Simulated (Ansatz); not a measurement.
# What a change does: band-structure calculation on ZnSe

System: ZnSe (2 atoms in the cell).
Method of the first run: DFT, LDA, all-electron LAPW, scalar-relativistic, no spin polarisation (Ansatz 0.2.0).

The structure derives from an entry of the Crystallography Open Database. Text and figures count atoms from 1; the logs count them from 0 in places.

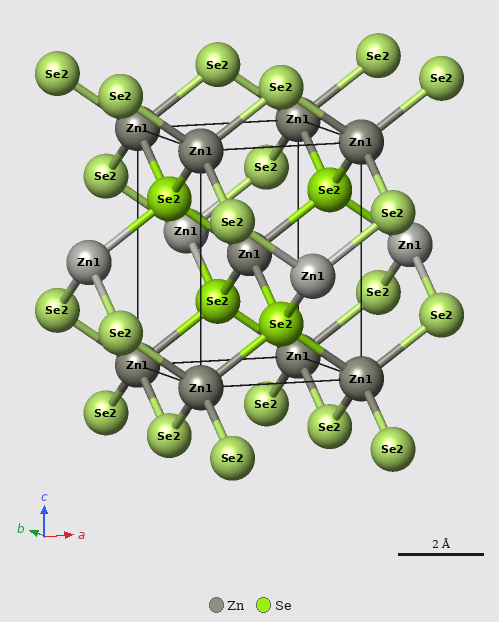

Figure 1. The structure as given in the input (ball-and-stick view of the cell 2 times as large as that of the calculation, set on its symmetry axes, seen slightly off an axis; neighbours outside the cell are drawn fainter; atoms are numbered from 1 in the order of the input). Near neighbours in the crystal (not all of them lie inside the picture): Zn has 4 Se at 2.49 Å; Se has 4 Zn at 2.49 Å.

Input file, the first run:
```yaml
crystal:
  lattice:
    - [0.0, 2.890476, 2.8338]
    - [2.890476, 0.0, 2.8338]
    - [2.890476, 2.890476, 0.0]
  atoms:
    - { symbol: Zn, position: [0.0, 0.0, 0.0] }
    - { symbol: Se, position: [0.75, 0.75, 0.75] }
kpoints:
  mp_grid: { grid: [8, 8, 8] }
  band_path:
    path:
      - [0.0, 0.0, 0.0]
      - [0.0, 0.5, 0.5]
      - [0.25, 0.75, 0.5]
      - [0.0, 0.5, 0.0]
      - [0.0, 0.0, 0.0]
      - [0.5, 0.5, 0.0]
      - [0.38005, 0.61995, 0.0]
      - [-0.38005, 0.38005, 0.0]
      - [0.0, 0.0, 0.0]
    npoints: 5
scf:
  occupations: { method: fermi_dirac, width: 0.03 }
hamiltonian:
  xc: lda
  pseudopotentials: { kind: all_electron, lapw: { basis_error: 0.001 } }
output:
  forces: true
  stress: true
  eigenvalues: true
```

Launched with:
```bash
ansatz run input.yaml --threads 1 --pin off --max-ram 3072MiB --backend cpu --events-out ev --progress --plain --runs-dir out
```

Hardware: 1 thread of Arm Neoverse V1, 24 GiB of memory available, shared host.

Output, shortened to warnings, some set-up lines, iterations and results (the first run):
```
Basis set: ecut = 300.8223099517206 eV, 537 PW (Γ), exchange–correlation at level 2
Symmetry: 8 space group operations
k-points: 59 of 512 (time reversal used)
Initial density: superposition of atomic densities (chi_scale 0.1, normalization cell, long waves kept (reshape's long-wave potential 0.00 eV rms))
[...]
SCF iter   1: F=—  HF=-114841.889942 eV  |F-HF|=—  |Δ(HF+E_count)|=         —  Δρ=2.88e-2  dr2=6.58e-1  ethr=1.49e-3  ⟨swp⟩=2.0  Hψ=10052  notcnv=0
SCF iter   2: F=—  HF=-114841.669526 eV  |F-HF|=—  |Δ(HF+E_count)|=   2.20e-1  Δρ=9.10e-3  dr2=3.14e-2  ethr=7.12e-5  ⟨swp⟩=2.0  Hψ=8378  notcnv=0
SCF iter   3: F=—  HF=-114841.589445 eV  |F-HF|=—  |Δ(HF+E_count)|=   8.01e-2  Δρ=5.92e-3  dr2=1.34e-2  ethr=7.12e-5  ⟨swp⟩=3.0  Hψ=5210  notcnv=0
SCF iter   4: F=—  HF=-114841.580679 eV  |F-HF|=—  |Δ(HF+E_count)|=   8.77e-3  Δρ=2.56e-3  dr2=2.56e-3  ethr=3.04e-5  ⟨swp⟩=2.0  Hψ=4611  notcnv=0
SCF iter   5: F=—  HF=-114841.579970 eV  |F-HF|=—  |Δ(HF+E_count)|=   7.09e-4  Δρ=4.48e-4  dr2=5.43e-5  ethr=5.83e-6  ⟨swp⟩=2.0  Hψ=4561  notcnv=0
SCF iter   6: F=—  HF=-114841.579944 eV  |F-HF|=—  |Δ(HF+E_count)|=   2.65e-5  Δρ=5.68e-5  dr2=8.50e-7  ethr=1.23e-7  ⟨swp⟩=2.0  Hψ=4561  notcnv=0
SCF iter   7: F=-114841.579944 eV  HF=-114841.579944 eV  |F-HF|=2.28e-8  |Δ(HF+E_count)|=   8.89e-8  Δρ=6.46e-6  dr2=1.13e-8  ethr=1.93e-9  ⟨swp⟩=2.0  Hψ=4561  notcnv=0
SCF 1 converged in 7 iterations: F = -114841.579944 eV  dr2 = 1.13e-8
NSCF: frozen V_eff on 41 k-points
SCF converged after 7 iterations
Free energy (F): -114841.579944 eV
Harris-Foulkes:  -114841.579944 eV  (|F-HF|=2.28e-8)
Internal energy: -114841.579944 eV  (E = F + TS)
E sigma→0 (E₀):  -114841.579944 eV
Fermi energy:    7.611178 eV
--- Per-component energies (eV) ---
  E_band       = -2268.759226
  E_kinetic    = 117256.179211
  E_xc         = -4184.386904
  E_electrostatic = -227913.372251  (all electrons and nuclei)
  E_smearing   = -0.000000  (= −TS)
  E_closure    = 0.000000  (closes the sum)
  E_atoms      = -114834.286494  (free atoms, spherical and without spin; not in F)
  Σ components = -114841.579944   (vs F -114841.579944, Δ=0.00e0)
  Basis errors (estimates in eV, not in F): energy 4.4e-4 per atom: plane waves 3.9e-4 (2.3e-4 summed), levels above the bands 5.6e-144, relativity 2.8e-9, radial functions 4.5e-5, core shells 5.4e-10; eigenvalues (radial functions only) 1.4e-6; not estimated: angular momenta, meshes, grids; target …
--- Forces (eV/Å), atoms counted from 1 ---
  atom   1  Zn     0.00000000    -0.00000000     0.00000000
  atom   2  Se    -0.00000000     0.00000000    -0.00000000
  max |Σ_I F_I| component: 2.08e-17 eV/Å
--- Stress (GPa, compression-positive) ---
       -5.642280       0.000000       0.000000
        0.000000      -5.642280       0.000000
        0.000000       0.000000      -4.870068
  P = ⅓ Tr σ = -5.3849 GPa (-53.849 kbar)
```

For the second run the input was changed thus:
```diff
-    - [0.0, 2.890476, 2.8338]
-    - [2.890476, 0.0, 2.8338]
-    - [2.890476, 2.890476, 0.0]
+    - [0.0, 2.918814, 2.8338]
+    - [2.918814, 0.0, 2.8338]
+    - [2.918814, 2.918814, 0.0]
-      - [0.38005, 0.61995, 0.0]
-      - [-0.38005, 0.38005, 0.0]
+      - [0.3826125, 0.6173875, 0.0]
+      - [-0.3826125, 0.3826125, 0.0]
```

How does the second run compare with the first run?

With the same functional and potentials, the second run lies 17.9 meV per atom higher. The pressure goes from −5.38 to −6.24 GPa. The volume per atom goes from 23.68 to 24.14 Å³. The number of SCF iterations is the same. The plane waves at Γ go from 537 to 535.

Output, shortened to warnings, some set-up lines, iterations and results (the second run):
```
Basis set: ecut = 295.78769715019047 eV, 535 PW (Γ), exchange–correlation at level 2
Symmetry: 8 space group operations
k-points: 59 of 512 (time reversal used)
Initial density: superposition of atomic densities (chi_scale 0.1, normalization cell, long waves kept (reshape's long-wave potential 0.00 eV rms))
[...]
SCF iter   1: F=—  HF=-114841.855141 eV  |F-HF|=—  |Δ(HF+E_count)|=         —  Δρ=2.85e-2  dr2=6.66e-1  ethr=1.51e-3  ⟨swp⟩=2.0  Hψ=10056  notcnv=0
SCF iter   2: F=—  HF=-114841.632417 eV  |F-HF|=—  |Δ(HF+E_count)|=   2.23e-1  Δρ=9.00e-3  dr2=3.14e-2  ethr=7.14e-5  ⟨swp⟩=2.0  Hψ=8395  notcnv=0
SCF iter   3: F=—  HF=-114841.553564 eV  |F-HF|=—  |Δ(HF+E_count)|=   7.89e-2  Δρ=5.81e-3  dr2=1.32e-2  ethr=7.14e-5  ⟨swp⟩=3.0  Hψ=5222  notcnv=0
SCF iter   4: F=—  HF=-114841.544899 eV  |F-HF|=—  |Δ(HF+E_count)|=   8.66e-3  Δρ=2.53e-3  dr2=2.57e-3  ethr=3.01e-5  ⟨swp⟩=2.0  Hψ=4612  notcnv=0
SCF iter   5: F=—  HF=-114841.544193 eV  |F-HF|=—  |Δ(HF+E_count)|=   7.06e-4  Δρ=4.46e-4  dr2=5.56e-5  ethr=5.83e-6  ⟨swp⟩=2.0  Hψ=4586  notcnv=0
SCF iter   6: F=—  HF=-114841.544167 eV  |F-HF|=—  |Δ(HF+E_count)|=   2.57e-5  Δρ=5.67e-5  dr2=8.77e-7  ethr=1.26e-7  ⟨swp⟩=2.0  Hψ=4586  notcnv=0
SCF iter   7: F=-114841.544168 eV  HF=-114841.544168 eV  |F-HF|=1.93e-8  |Δ(HF+E_count)|=   8.95e-8  Δρ=6.80e-6  dr2=1.23e-8  ethr=1.99e-9  ⟨swp⟩=2.0  Hψ=4586  notcnv=0
SCF 1 converged in 7 iterations: F = -114841.544168 eV  dr2 = 1.23e-8
NSCF: frozen V_eff on 41 k-points
SCF converged after 7 iterations
Free energy (F): -114841.544168 eV
Harris-Foulkes:  -114841.544168 eV  (|F-HF|=1.93e-8)
Internal energy: -114841.544168 eV  (E = F + TS)
E sigma→0 (E₀):  -114841.544168 eV
Entropy (-TS):   -0.000000 eV (-0.000 meV/atom)
Fermi energy:    7.305377 eV
--- Per-component energies (eV) ---
  E_band       = -2278.926102
  E_kinetic    = 117255.282922
  E_xc         = -4184.132720
  E_electrostatic = -227912.694369  (all electrons and nuclei)
  E_smearing   = -0.000000  (= −TS)
  E_closure    = 0.000000  (closes the sum)
  E_atoms      = -114834.286494  (free atoms, spherical and without spin; not in F)
  Σ components = -114841.544168   (vs F -114841.544168, Δ=0.00e0)
  Basis errors (estimates in eV, not in F): energy 4.4e-4 per atom: plane waves 3.9e-4 (2.3e-4 summed), levels above the bands 1.0e-143, relativity 2.7e-9, radial functions 4.4e-5, core shells 5.3e-10; eigenvalues (radial functions only) 1.3e-6; not estimated: angular momenta, meshes, grids; target …
--- Forces (eV/Å), atoms counted from 1 ---
  atom   1  Zn     0.00000000     0.00000000    -0.00000000
  atom   2  Se    -0.00000000     0.00000000     0.00000000
  max |Σ_I F_I| component: 1.39e-17 eV/Å
--- Stress (GPa, compression-positive) ---
       -6.618414       0.000000       0.000000
        0.000000      -6.618414       0.000000
        0.000000       0.000000      -5.479771
  P = ⅓ Tr σ = -6.2389 GPa (-62.389 kbar)
```

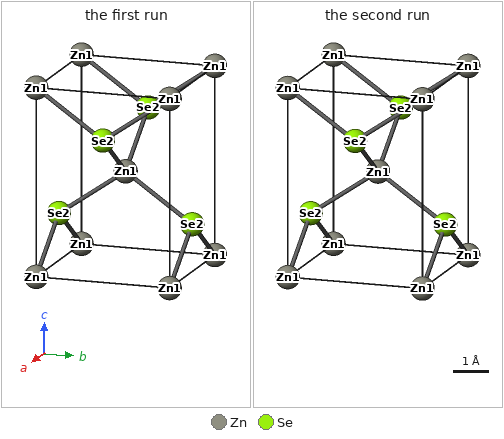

Figure 2. The two input geometries at one scale (ball-and-stick view of the cell 2 times as large as that of the calculation, set on its symmetry axes, seen slightly off an axis). No atom moves by more than 0.005 Å relative to the cell. Cell: a = b 4.088 → 4.128 Å (+1.0 %), c stays at 5.668 Å. Volume +2.0 %. Among the contacts that change: Zn1–Se2 2.487 → 2.503 Å.

The two runs side by side:

| quantity | the first run | the second run |
| --- | --- | --- |
| outcome | converged | converged |
| free energy per atom (eV) | −57420.7900 | −57420.7721 |
| pressure (GPa) | −5.38 | −6.24 |
| volume per atom (Å³) | 23.68 | 24.14 |
| largest force (eV/Å) | 0.000 | 0.000 |
| SCF iterations | 7 | 7 |
| irreducible k-points | 59 | 59 |
| plane waves at Γ | 537 | 535 |
| wall time (shared host) | 36 s | 37 s |

For the first run: The cell is under a tension of 5.4 GPa at this level, so it is not at its equilibrium volume. For the second run: The cell is under a tension of 6.2 GPa at this level, so it is not at its equilibrium volume.
